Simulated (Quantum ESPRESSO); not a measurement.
Band-structure run of HgTe (part 3 of 3)

The same run, continued: HgTe (F-43m, 2 atoms in the cell); Kohn-Sham DFT of a periodic cell, PBE with D3, spin-orbit coupling, PseudoDojo 0.4 FR PBE standard, no spin polarisation (Quantum ESPRESSO 7.5); cutoff 1088.45 eV, 7×7×7 k-mesh, fixed occupations. The structure derives from an entry of the Crystallography Open Database.

Geometry of the input (Å; fractional positions):
```
0.0000  3.2145  3.2145
3.2145  0.0000  3.2145
3.2145  3.2145  0.0000
Hg 0.0000  0.0000  0.0000
Te 0.7500  0.7500  0.7500
```

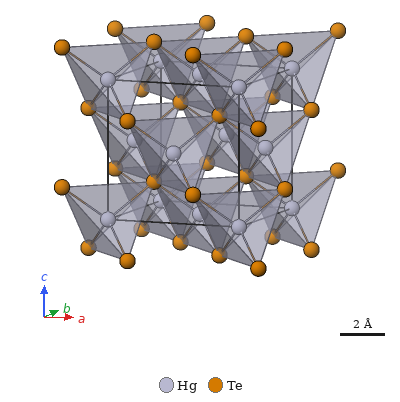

*The structure as given in the input (polyhedral view of the cell 4 times as large as that of the calculation, set on its symmetry axes, seen slightly off an axis; polyhedra are completed across the faces of the cell). An atom can appear more than once, as a periodic image.*

Output, continued:
```
  -105.6758-105.6758 -67.6649 -67.6649 -49.3950 -49.3950 -49.3949 -49.3949
   -28.5279 -28.5279 -28.5277 -28.5276 -27.0666 -27.0664 -27.0616 -27.0615
   -27.0613 -27.0611  -2.3811  -2.3776   0.9744   0.9903   1.1247   1.3350
     2.4828   2.5343   2.8030   2.8253   2.8842   3.0038   4.4191   4.5921
     6.6024   6.6544   8.0564   8.1395  11.1145  11.3108  13.7524  13.8904
    14.4669  14.6614  14.8250  15.0173  17.4000  17.4560  18.2656  18.7310
    19.5659  19.6456  20.4575  20.7536

          k =-0.2525-0.2525 0.5556 (  5405 PWs)   bands (ev):

  -105.6758-105.6758 -67.6649 -67.6649 -49.3951 -49.3950 -49.3950 -49.3950
   -28.5280 -28.5279 -28.5277 -28.5276 -27.0665 -27.0663 -27.0617 -27.0616
   -27.0612 -27.0612  -2.2801  -2.2750   0.9796   1.0132   1.1935   1.4631
     2.5281   2.5393   2.8908   2.9181   3.1356   3.1968   3.6385   3.8689
     6.5704   6.5844   7.6382   7.6775  11.1558  11.3198  13.4937  13.6472
    14.9811  15.1087  15.6818  15.9341  17.2202  17.7332  18.7080  18.8324
    19.2571  19.3097  20.9733  21.3084

          k =-0.1515-0.1515 0.4546 (  5433 PWs)   bands (ev):

  -105.6758-105.6758 -67.6649 -67.6649 -49.3950 -49.3950 -49.3949 -49.3949
   -28.5280 -28.5279 -28.5278 -28.5276 -27.0666 -27.0664 -27.0616 -27.0616
   -27.0613 -27.0612  -2.3677  -2.3648   0.9565   1.0290   1.1208   1.3205
     2.4750   2.4917   2.7311   2.8656   2.9559   3.0014   4.4716   4.5469
     7.0110   7.0198   7.5387   7.5721  11.1660  11.3439  12.9031  12.9889
    14.7232  14.9636  15.4701  15.5375  17.7150  17.8732  19.2513  19.2752
    19.6065  19.6236  20.8195  20.8310

          k = 0.3536 0.1515 0.1515 (  5419 PWs)   bands (ev):

  -105.6758-105.6758 -67.6649 -67.6649 -49.3950 -49.3950 -49.3949 -49.3949
   -28.5279 -28.5278 -28.5278 -28.5276 -27.0666 -27.0665 -27.0616 -27.0616
   -27.0613 -27.0611  -2.5036  -2.5024   0.9293   0.9913   1.0819   1.1961
     2.4275   2.4336   2.7193   2.8220   2.8436   2.9473   5.0120   5.0465
     7.5861   7.5978   7.9559   8.0385  10.8281  10.9708  13.0100  13.1824
    14.5748  14.6120  14.9495  15.0003  17.1808  17.2334  18.2569  18.3129
    18.9404  18.9976  20.8876  20.9739

          k =-0.2525-0.4546 0.7576 (  5413 PWs)   bands (ev):

  -105.6758-105.6758 -67.6649 -67.6649 -49.3950 -49.3950 -49.3950 -49.3950
   -28.5280 -28.5279 -28.5278 -28.5276 -27.0666 -27.0664 -27.0616 -27.0615
   -27.0613 -27.0611  -2.3436  -2.3397   0.9770   1.0236   1.1187   1.3572
     2.4982   2.5251   2.7432   2.8714   2.9477   3.0202   4.3705   4.5253
     6.6015   6.6894   7.5803   7.6790  11.4387  11.7039  13.0902  13.3939
    14.0856  14.3690  15.8046  16.2061  17.2571  17.4254  19.0849  19.4953
    19.8635  20.0236  20.3881  20.6422

          k =-0.1515-0.3536 0.6566 (  5412 PWs)   bands (ev):

  -105.6758-105.6758 -67.6649 -67.6649 -49.3951 -49.3950 -49.3950 -49.3950
   -28.5280 -28.5279 -28.5277 -28.5276 -27.0665 -27.0662 -27.0616 -27.0614
   -27.0613 -27.0612  -2.2265  -2.2195   1.0235   1.0494   1.1450   1.5093
     2.5443   2.6100   2.8456   2.9340   3.1262   3.2160   3.6964   3.9788
     6.1594   6.2572   7.1400   7.2074  11.7647  12.0566  13.5803  13.8178
    14.1824  14.5279  16.0806  16.4966  16.9255  17.4184  18.9900  19.1703
    20.6358  20.7393  21.1857  21.5016

          k =-0.0505-0.2525 0.5556 (  5418 PWs)   bands (ev):

  -105.6758-105.6758 -67.6649 -67.6649 -49.3951 -49.3950 -49.3950 -49.3950
   -28.5280 -28.5279 -28.5278 -28.5275 -27.0665 -27.0663 -27.0616 -27.0615
   -27.0613 -27.0612  -2.2436  -2.2376   1.0044   1.0622   1.1402   1.4672
     2.5239   2.5932   2.7641   2.9205   3.0932   3.1420   3.9271   4.1219
     6.3428   6.4602   7.0673   7.1543  11.6804  11.9800  13.0048  13.2105
    14.3133  14.7091  16.4369  16.8556  17.2017  17.6538  19.3997  19.6652
    20.4072  20.6329  20.8970  21.1206

          k =-0.8586 0.1515 0.1515 (  5421 PWs)   bands (ev):

  -105.6758-105.6758 -67.6649 -67.6649 -49.3951 -49.3950 -49.3950 -49.3950
   -28.5280 -28.5279 -28.5278 -28.5276 -27.0665 -27.0663 -27.0616 -27.0615
   -27.0613 -27.0612  -2.2567  -2.2519   0.9822   1.0684   1.1534   1.4377
     2.4968   2.5601   2.7635   2.9140   3.0890   3.1274   3.9998   4.1306
     6.5153   6.5205   7.2556   7.2557  11.2721  11.4394  12.8666  12.8876
    15.1633  15.4818  16.0570  16.1542  17.7741  18.1926  19.5145  19.6125
    20.3865  20.4424  20.6996  20.8458

          k =-0.7576 0.2525 0.0505 (  5418 PWs)   bands (ev):

  -105.6758-105.6758 -67.6649 -67.6649 -49.3951 -49.3950 -49.3950 -49.3950
   -28.5280 -28.5279 -28.5278 -28.5275 -27.0665 -27.0662 -27.0616 -27.0614
   -27.0613 -27.0613  -2.1876  -2.1803   1.0215   1.0933   1.1449   1.5333
     2.5289   2.6628   2.7724   2.9496   3.2082   3.3650   3.6079   3.8016
     6.2320   6.3562   6.7664   6.8135  11.7678  12.0573  12.9614  13.1095
    14.9019  15.3329  15.8595  16.2002  17.9196  18.4194  19.7879  19.9710
    20.3842  20.5490  21.0677  21.2653

          k =-0.6566 0.3536-0.0505 (  5426 PWs)   bands (ev):

  -105.6758-105.6758 -67.6649 -67.6649 -49.3951 -49.3950 -49.3950 -49.3950
   -28.5280 -28.5279 -28.5278 -28.5275 -27.0665 -27.0662 -27.0616 -27.0614
   -27.0613 -27.0613  -2.1882  -2.1802   1.0468   1.0798   1.1242   1.5493
     2.5451   2.6851   2.8070   2.9440   3.1995   3.3913   3.5439   3.7906
     6.1591   6.3051   6.7379   6.7696  12.0155  12.4101  13.6605  13.8155
    14.0308  14.6089  15.4468  15.7391  17.9559  18.4527  19.8215  19.9747
    20.3674  20.5226  21.0848  21.3056

          k =-0.6566 0.1515 0.1515 (  5421 PWs)   bands (ev):

  -105.6758-105.6758 -67.6649 -67.6649 -49.3951 -49.3951 -49.3950 -49.3950
   -28.5280 -28.5279 -28.5278 -28.5276 -27.0665 -27.0663 -27.0616 -27.0614
   -27.0613 -27.0613  -2.1944  -2.1882   0.9978   1.0937   1.1733   1.5102
     2.5039   2.6097   2.7969   2.9501   3.2269   3.3167   3.6369   3.8277
     6.2258   6.2333   7.0933   7.1089  11.2776  11.4312  12.8326  12.8339
    15.8475  16.1313  16.5196  16.6352  17.1528  17.6860  19.1665  19.2553
    20.8636  21.1537  21.7583  21.8029

          k = 0.2525 0.2525 0.2525 (  5411 PWs)   bands (ev):

  -105.6758-105.6758 -67.6649 -67.6649 -49.3950 -49.3950 -49.3949 -49.3949
   -28.5279 -28.5279 -28.5278 -28.5276 -27.0666 -27.0666 -27.0616 -27.0616
   -27.0612 -27.0611  -2.4909  -2.4909   0.9161   0.9589   1.1941   1.1941
     2.4439   2.4439   2.8158   2.8158   2.8539   2.9371   4.5759   4.5759
     7.9965   7.9965   8.5085   8.5860   9.9192   9.9192  13.7976  13.7976
    14.4127  14.4184  15.3055  15.3055  16.7182  16.7182  18.1895  18.1895
    18.3287  18.4422  21.3545  21.3545

          k =-0.3536-0.3536 0.8586 (  5414 PWs)   bands (ev):

  -105.6758-105.6758 -67.6649 -67.6649 -49.3950 -49.3950 -49.3949 -49.3949
   -28.5279 -28.5279 -28.5277 -28.5276 -27.0666 -27.0664 -27.0617 -27.0616
   -27.0612 -27.0611  -2.3788  -2.3760   0.9535   0.9750   1.1850   1.3488
     2.4767   2.5168   2.8550   2.8777   2.9239   3.0160   4.1068   4.2292
     7.0831   7.1048   8.0904   8.1569  10.7288  10.8522  13.7179  13.8202
    14.4364  14.4879  15.3846  15.5928  17.5803  17.8351  17.9833  18.0541
    19.1688  19.4560  20.3360  20.6036

          k =-0.2525-0.2525 0.7576 (  5406 PWs)   bands (ev):

  -105.6758-105.6758 -67.6649 -67.6649 -49.3951 -49.3950 -49.3950 -49.3950
   -28.5280 -28.5279 -28.5277 -28.5276 -27.0665 -27.0663 -27.0616 -27.0615
   -27.0613 -27.0612  -2.2473  -2.2410   0.9967   1.0507   1.1550   1.4912
     2.5548   2.5596   2.9044   2.9381   3.0774   3.1687   3.7115   4.0209
     6.1335   6.1825   7.5274   7.5841  11.3324  11.5163  13.5815  13.8374
    15.2297  15.4609  15.7117  16.0784  16.7014  17.0776  18.1894  18.2801
    20.4104  20.4704  21.8009  22.0949

          k =-0.9596 0.2525 0.2525 (  5420 PWs)   bands (ev):

  -105.6758-105.6758 -67.6649 -67.6649 -49.3951 -49.3950 -49.3949 -49.3949
   -28.5279 -28.5279 -28.5277 -28.5276 -27.0666 -27.0664 -27.0617 -27.0616
   -27.0612 -27.0611  -2.3397  -2.3366   0.9540   0.9808   1.2205   1.3985
     2.4927   2.5126   2.8870   2.8967   3.0686   3.1135   3.7729   3.8893
     7.1906   7.1907   7.8652   7.8666  10.7453  10.8607  13.5442  13.6354
    14.6573  14.7075  15.6619  15.8672  17.4349  17.7356  18.6872  18.8690
    19.3128  19.4355  20.3047  20.4921

          k =-0.8586 0.3536 0.1515 (  5410 PWs)   bands (ev):

  -105.6758-105.6758 -67.6649 -67.6649 -49.3951 -49.3950 -49.3950 -49.3950
   -28.5280 -28.5279 -28.5277 -28.5276 -27.0665 -27.0663 -27.0616 -27.0615
   -27.0612 -27.0612  -2.2563  -2.2504   1.0035   1.0194   1.1765   1.4852
     2.5355   2.5678   2.8676   2.9307   3.1430   3.2120   3.6448   3.9003
     6.4071   6.4656   7.3667   7.4284  11.5112  11.7344  13.4259  13.6317
    14.5142  14.8086  16.2201  16.5072  16.8312  17.0287  19.3090  19.3519
    19.6810  20.0845  20.4044  20.6416

          k =-0.3536-0.3536-0.3536 (  5444 PWs)   bands (ev):

  -105.6758-105.6758 -67.6649 -67.6649 -49.3951 -49.3951 -49.3949 -49.3949
   -28.5279 -28.5279 -28.5277 -28.5277 -27.0665 -27.0665 -27.0617 -27.0617
   -27.0611 -27.0611  -2.3738  -2.3738   0.9416   0.9416   1.3249   1.3249
     2.4792   2.4792   2.9276   2.9276   3.1696   3.1696   3.5708   3.5708
     7.8318   7.8318   8.3816   8.3816   9.8458   9.8458  13.8758  13.8758
    14.3879  14.3879  16.0236  16.0236  17.0959  17.0959  19.0151  19.0151
    19.4568  19.4568  20.4697  20.4697

     highest occupied, lowest unoccupied level (ev):     9.3680    9.6307

!    total energy              =    -543.40866912 Ry
     estimated scf accuracy    <          1.2E-10 Ry

     The total energy is the sum of the following terms:
     one-electron contribution =    -312.27848295 Ry
     hartree contribution      =     163.33497068 Ry
     xc contribution           =    -104.61292460 Ry
     ewald contribution        =    -289.80938899 Ry
     DFT-D3 Dispersion         =      -0.04284326 Ry

     convergence has been achieved in  11 iterations

     Forces acting on atoms (cartesian axes, Ry/au):

     atom    1 type  1   force =     0.00000000    0.00000000   -0.00000000
     atom    2 type  2   force =    -0.00000000   -0.00000000   -0.00000000

     Total force =     0.000000     Total SCF correction =     0.000000

     Computing stress (Cartesian axis) and pressure

          total   stress  (Ry/bohr**3)                   (kbar)     P=       23.41
   0.00015914   0.00000000   0.00000000           23.41        0.00        0.00
   0.00000000   0.00015914   0.00000000            0.00       23.41        0.00
   0.00000000   0.00000000   0.00015914            0.00        0.00       23.41

=------------------------------------------------------------------------------=
   JOB DONE.
=------------------------------------------------------------------------------=
```

File pp_density.out:
```
This program is part of the open-source Quantum ESPRESSO suite
     for quantum simulation of materials; please cite
         "P. Giannozzi et al., J. Phys.:Condens. Matter 21 395502 (2009);
         "P. Giannozzi et al., J. Phys.:Condens. Matter 29 465901 (2017);
         "P. Giannozzi et al., J. Chem. Phys. 152 154105 (2020);
          URL
     in publications or presentations arising from this work. More details at

     ./tmp/pwscf.save/

     IMPORTANT: XC functional enforced from input :
     Exchange-correlation= PBE
                           (   1   4   3   4   0   0   0)
     Any further DFT definition will be discarded
     Please, verify this is what you really want

     G-vector sticks info
     --------------------
     sticks:   dense  smooth     PW     G-vecs:    dense   smooth      PW
     Sum        1639    1639    475                43599    43599    6855

     Using Slab Decomposition

     Calling punch_plot, plot_num =   0
     Writing data to file  density.dat
     Reading data from file  density.dat

     Writing data to be plotted to file density.cube
     Plot Type: 3D                     Output format: Gaussian cube

=------------------------------------------------------------------------------=
   JOB DONE.
=------------------------------------------------------------------------------=
```
